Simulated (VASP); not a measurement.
Geometry relaxation, with input and output: SnS2 (part 2 of 3)

SnS2 (3 atoms in the cell); Kohn-Sham DFT of a periodic cell, PBE, VASP PAW PBE potentials, minimal, no spin polarisation (VASP 6.6.1); cutoff 300 eV, 5×5×3 k-mesh, Gaussian smearing of 0.03 eV. The structure derives from an entry of the Crystallography Open Database.

Geometry of the input (Å; fractional positions):
```
3.6390  0.0000  0.0000
-1.8195  3.1515  0.0000
0.0000  0.0000  5.8680
Sn 0.0000  0.0000  0.0000
S  0.3333  0.6667  0.2500
S  0.6667  0.3333  0.7500
```

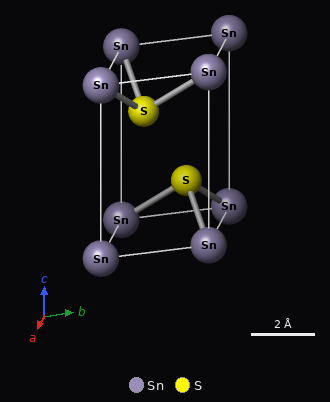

The structure as given in the input (ball-and-stick view of the cell of the calculation, seen at an oblique angle).

## Parts of OUTCAR, continued
```
Analysis of symmetry for dynamics (positions and initial velocities):
=====================================================================
 Subroutine PRICEL returns:
 Original cell was already a primitive cell.

 Routine SETGRP: Setting up the symmetry group for a
 hexagonal supercell.

 Subroutine GETGRP returns: Found 12 space group operations
 (whereof 12 operations were pure point group operations)
 out of a pool of 24 trial point group operations.

The dynamic configuration has the point symmetry D_3d.

 Subroutine INISYM returns: Found 12 space group operations
 (whereof 12 operations are pure point group operations),
 and found     1 'primitive' translations

----------------------------------------------------------------------------------------

                                     Primitive cell

  volume of cell :      67.2953

  direct lattice vectors                    reciprocal lattice vectors
     3.639000000  0.000000000  0.000000000     0.274800769  0.158656298  0.000000000
    -1.819500000  3.151466444  0.000000000     0.000000000  0.317312596  0.000000000
     0.000000000  0.000000000  5.868000000     0.000000000  0.000000000  0.170415815

  length of vectors
     3.639000000  3.639000000  5.868000000     0.317312596  0.317312596  0.170415815

  position of ions in fractional coordinates (direct lattice)
     0.000000000  0.000000000  0.000000000
     0.333333333  0.666666667  0.250000000
     0.666666667  0.333333333  0.750000000

  ion indices of the primitive-cell ions
   primitive index   ion index
                 1           1
                 2           2
                 3           3

----------------------------------------------------------------------------------------

 KPOINTS: Automatic mesh

Automatic generation of k-mesh.
 Grid dimensions read from file:
 generate k-points for:    5    5    3

 Generating k-lattice:

  Cartesian coordinates                     Fractional coordinates (reciprocal lattice)
     0.054960154  0.031731260  0.000000000     0.200000000  0.000000000  0.000000000
     0.000000000  0.063462519  0.000000000     0.000000000  0.200000000  0.000000000
     0.000000000  0.000000000  0.056805272     0.000000000  0.000000000  0.333333333

  Length of vectors
     0.063462519  0.063462519  0.056805272

  Shift w.r.t. Gamma in fractional coordinates (k-lattice)
     0.000000000  0.000000000  0.000000000

 Subroutine IBZKPT returns following result:
 ===========================================

 Found     12 irreducible k-points:

 Following reciprocal coordinates:
            Coordinates               Weight
  0.000000  0.000000  0.000000      1.000000
  0.200000  0.000000  0.000000      6.000000
  0.400000  0.000000  0.000000      6.000000
  0.200000  0.200000  0.000000      6.000000
  0.400000  0.200000  0.000000      6.000000
  0.000000  0.000000  0.333333      2.000000
  0.200000  0.000000  0.333333      6.000000
  0.000000  0.200000  0.333333      6.000000
  0.400000  0.000000  0.333333      6.000000
  0.000000  0.400000  0.333333      6.000000
  0.200000  0.200000  0.333333     12.000000
  0.400000  0.200000  0.333333     12.000000
   k-points           NKPTS =     12   k-points in BZ     NKDIM =     12   number of bands    NBANDS=     12
   number of dos      NEDOS =    301   number of ions     NIONS =      3
   total plane-waves  NPLWV =  20736
   dimension x,y,z NGX =    24 NGY =   24 NGZ =   36
   dimension x,y,z NGXF=    48 NGYF=   48 NGZF=   72
   ions per type =               1   2
   NGX,Y,Z   is equivalent  to a cutoff of  10.96, 10.96, 10.20 a.u.
   NGXF,Y,Z  is equivalent  to a cutoff of  21.93, 21.93, 20.40 a.u.
 SYSTEM =  SnS2
   PREC   = accura    normal or accurate (medium, high low for compatibility)
   ISTART =      0    job   : 0-new  1-cont  2-samecut
   ICHARG =      2    charge: 1-file 2-atom 10-const
   ISPIN  =      1    spin polarized calculation?
   LNONCOLLINEAR =      F non collinear calculations
   LSORBIT =      F    spin-orbit coupling
   LASPH  =      T    aspherical Exc in radial PAW
   ENCUT  =  300.0 eV  22.05 Ry    4.70 a.u.   5.14  5.14  8.29*2*pi/ulx,y,z
   NELM   =     80;   NELMIN=  2; NELMDL= -5     # of ELM steps
   EDIFF  = 0.1E-05   stopping-criterion for ELM
   LREAL  =      F    real-space projection
   EDIFFG = -.1E-01   stopping-criterion for IOM
   NSW    =     90    number of steps for IOM
   IBRION =      2    ionic relax: 0-MD 1-quasi-New 2-CG
   NFREE  =      1    steps in history (QN), initial steepest desc. (CG)
   ISIF   =      3    stress and relaxation
   ISYM   =      2    0-nonsym 1-usesym 2-fastsym
   POTIM  = 0.5000    time-step for ionic-motion
   TEBEG  =    0.0;   TEEND  =   0.0 temperature during run
   PSTRESS=    0.0 pullay stress
   NELECT =      16.0000    total number of electrons
   NUPDOWN=      -1.0000    fix difference up-down
   EMIN   =  10.00;   EMAX   =-10.00  energy-range for DOS
   EFERMI =   0.00;   METHOD = LEGACY
   ISMEAR =     0;   SIGMA  =   0.03  broadening in eV -4-tet -1-fermi 0-gaus
   EFERMI_NEDOS =   21; number of points for ismear=-14 and -15
   IALGO  =     38    algorithm
   IMIX   =      4    mixing-type and parameters
     AMIX     =   0.40;   BMIX     =  1.00
     AMIX_MAG =   1.60;   BMIX_MAG =  1.00
  volume/ion in A,a.u.               =      22.43       151.38
  Fermi-wavevector in a.u.,A,eV,Ry     =   1.014191  1.916544 13.994735  1.028584
  Thomas-Fermi vector in A             =   2.147404
   LORBIT       =      0    0 simple, 1 ext, 2 COOP (PROOUT), +10 PAW based schemes
   GGA     = PE    functional components
   LHFCALC =     F    Hartree Fock is set to
   AEXX    =    0.0000 exact exchange contribution
   IVDW    =     0    specifies the selected vdW correction
   LEPSILON=     F    determine dielectric tensor
   LRPA    =     F    only Hartree local field effects (RPA)
 conjugate gradient relaxation of ions
 non-spin polarized calculation
 Gauss-broadening in eV      SIGMA  =   0.03
  energy-cutoff  :      300.00
  volume of cell :       67.30
 maximum number of plane-waves:       797
 NGX is ok and might be reduce to    24
   NGX = 11   NGY = 11   NGZ = 17

--------------------------------------- Ionic step        1  -------------------------------------------

 number of electron      16.0000010 magnetization

 Free energy of the ion-electron system (eV)
  ---------------------------------------------------
  ext. energy  EPLUGINS =         0.00000000
  ---------------------------------------------------
  free energy    TOTEN  =       -13.14615271 eV

  energy without entropy =      -13.14615271  energy(sigma->0) =      -13.14615271

 E-fermi :   3.8641     XC(G=0):  -9.6024     alpha+bet :-10.3681

 val. band max:        3.7312400579   @ k =   0.0000   0.0000   0.0000
 cond. band min:       5.2129323739   @ k =   0.0000   0.4000   0.3333
 fundamental gap:      1.4816923160
 Fermi energy:         3.8640674851

 k-point     1 :       0.0000    0.0000    0.0000
  band No.  band energies     occupation
      1     -10.1372      2.00000
      2      -8.0378      2.00000
      3      -1.9466      2.00000
      4       3.0866      2.00000
      5       3.0866      2.00000
      6       3.3599      2.00000
      7       3.3599      2.00000
      8       3.7312      2.00000
      9       5.7399      0.00000
     10       7.3999      0.00000
     11       9.1974      0.00000
     12       9.1974      0.00000

 k-point     2 :       0.2000    0.0000    0.0000
  band No.  band energies     occupation
      1      -9.6899      2.00000
      2      -7.7801      2.00000
      3      -1.8954      2.00000
      4       0.7669      2.00000
      5       2.0008      2.00000
      6       2.1226      2.00000
      7       3.6041      2.00000
      8       3.6425      2.00000
      9       6.6240      0.00000
     10       8.3281      0.00000
     11       9.6176      0.00000
     12       9.8123      0.00000

 k-point     3 :       0.4000    0.0000    0.0000
  band No.  band energies     occupation
      1      -8.5667      2.00000
      2      -7.5032      2.00000
      3      -2.8632      2.00000
      4      -0.4941      2.00000
      5       0.8958      2.00000
      6       1.2813      2.00000
      7       2.9494      2.00000
      8       3.4684      2.00000
      9       5.6152      0.00000
     10       8.3369      0.00000
     11       9.8267      0.00000
     12       9.9331      0.00000

 k-point     4 :       0.2000    0.2000    0.0000
  band No.  band energies     occupation
      1      -8.8847      2.00000
      2      -7.4783      2.00000
      3      -2.4692      2.00000
      4       0.0090      2.00000
      5       0.2844      2.00000
      6       2.0354      2.00000
      7       2.2404      2.00000
      8       3.3935      2.00000
      9       6.3466      0.00000
     10       9.8221      0.00000
     11       9.9633      0.00000
     12      10.4070      0.00000

 k-point     5 :       0.4000    0.2000    0.0000
  band No.  band energies     occupation
      1      -7.9624      2.00000
      2      -7.5498      2.00000
      3      -3.3220      2.00000
      4      -0.3144      2.00000
      5       0.3767      2.00000
      6       0.9691      2.00000
      7       2.3425      2.00000
      8       2.5985      2.00000
      9       5.8759      0.00000
     10       9.9698      0.00000
     11      10.1260      0.00000
     12      10.6735      0.00000

 [... the levels of 6 k-points are left out ...]

 k-point    12 :       0.4000    0.2000    0.3333
  band No.  band energies     occupation
      1      -7.9062      2.00000
      2      -7.5827      2.00000
      3      -3.3280      2.00000
      4      -0.6789      2.00000
      5       0.0756      2.00000
      6       0.9540      2.00000
      7       2.8359      2.00000
      8       3.3023      2.00000
      9       6.2563      0.00000
     10       9.2600      0.00000
     11       9.7470      0.00000
     12      10.5349      0.00000

------------------------ aborting loop because EDIFF is reached ----------------------------------------

  FORCE on cell =-STRESS in cart. coord.  units (eV):
  Direction    XX          YY          ZZ          XY          YZ          ZX
  --------------------------------------------------------------------------------------
  -------------------------------------------------------------------------------------
  Total        1.7757525      1.7757525      1.5616181      0.0000000      0.0000000      0.0000000
  in kB       42.2773898     42.2773898     37.1792442      0.0000000      0.0000000      0.0000000
  external PRESSURE =      40.5780079 kB  Pullay stress =       0.0000000 kB

 VOLUME and BASIS-vectors are now :
 -----------------------------------------------------------------------------
  energy-cutoff  :      300.00
  volume of cell :       67.30
      direct lattice vectors                 reciprocal lattice vectors
     3.639000000  0.000000000  0.000000000     0.274800769  0.158656298  0.000000000
    -1.819500000  3.151466444  0.000000000     0.000000000  0.317312596  0.000000000
     0.000000000  0.000000000  5.868000000     0.000000000  0.000000000  0.170415815

 POSITION                                       TOTAL-FORCE (eV/Angst)
 -----------------------------------------------------------------------------------
      0.00000      0.00000      0.00000        -0.000000      0.000000      0.000000
     -0.00000      2.10098      1.46700        -0.000000      0.000000      0.216583
      1.81950      1.05049      4.40100         0.000000     -0.000000     -0.216583
 -----------------------------------------------------------------------------------
    total drift:                               -0.000000      0.000000     -0.000000

  FREE ENERGIE OF THE ION-ELECTRON SYSTEM (eV)
  ---------------------------------------------------
  free  energy   TOTEN  =       -13.1461527086 eV

  energy  without entropy=      -13.1461527086  energy(sigma->0) =      -13.14615271

--------------------------------------- Ionic step        2  -------------------------------------------

 number of electron      16.0000000 magnetization

------------------------ aborting loop because EDIFF is reached ----------------------------------------

  FORCE on cell =-STRESS in cart. coord.  units (eV):
  Direction    XX          YY          ZZ          XY          YZ          ZX
  --------------------------------------------------------------------------------------
  -------------------------------------------------------------------------------------
  Total       -1.2479073     -1.2479073     -1.2823594      0.0000000      0.0000000      0.0000000
  in kB      -27.3956158    -27.3956158    -28.1519501      0.0000000      0.0000000      0.0000000
  external PRESSURE =     -27.6477272 kB  Pullay stress =       0.0000000 kB

 VOLUME and BASIS-vectors are now :
 -----------------------------------------------------------------------------
  energy-cutoff  :      300.00
  volume of cell :       72.98
      direct lattice vectors                 reciprocal lattice vectors
     3.742914087  0.000000000  0.000000000     0.267171508  0.154251542  0.000000000
    -1.871457043  3.241458683  0.000000000    -0.000000000  0.308503084  0.000000000
     0.000000000  0.000000000  6.015358389     0.000000000  0.000000000  0.166241134

 POSITION                                       TOTAL-FORCE (eV/Angst)
 -----------------------------------------------------------------------------------
      3.74291      0.00000      0.00000         0.000000     -0.000000      0.000000
     -0.00000      2.16097      1.51455        -0.000000     -0.000000     -0.592360
      1.87146      1.08049      4.50081         0.000000      0.000000      0.592360
 -----------------------------------------------------------------------------------
    total drift:                                0.000000     -0.000000     -0.000000

  FREE ENERGIE OF THE ION-ELECTRON SYSTEM (eV)
  ---------------------------------------------------
  free  energy   TOTEN  =       -13.1548784296 eV

  energy  without entropy=      -13.1548784296  energy(sigma->0) =      -13.15487843

--------------------------------------- Ionic step        3  -------------------------------------------

 number of electron      16.0000010 magnetization

------------------------ aborting loop because EDIFF is reached ----------------------------------------

  FORCE on cell =-STRESS in cart. coord.  units (eV):
  Direction    XX          YY          ZZ          XY          YZ          ZX
  --------------------------------------------------------------------------------------
  -------------------------------------------------------------------------------------
  Total        0.0909777      0.0909777     -0.0173734      0.0000000      0.0000000     -0.0000000
  in kB        2.0756204      2.0756204     -0.3963662      0.0000000      0.0000000     -0.0000000
  external PRESSURE =       1.2516249 kB  Pullay stress =       0.0000000 kB

 VOLUME and BASIS-vectors are now :
 -----------------------------------------------------------------------------
  energy-cutoff  :      300.00
  volume of cell :       70.23
      direct lattice vectors                 reciprocal lattice vectors
     3.693258008  0.000000000  0.000000000     0.270763645  0.156325463  0.000000000
    -1.846629004  3.198455257  0.000000000    -0.000000000  0.312650927  0.000000000
     0.000000000  0.000000000  5.944942144     0.000000000  0.000000000  0.168210216
```
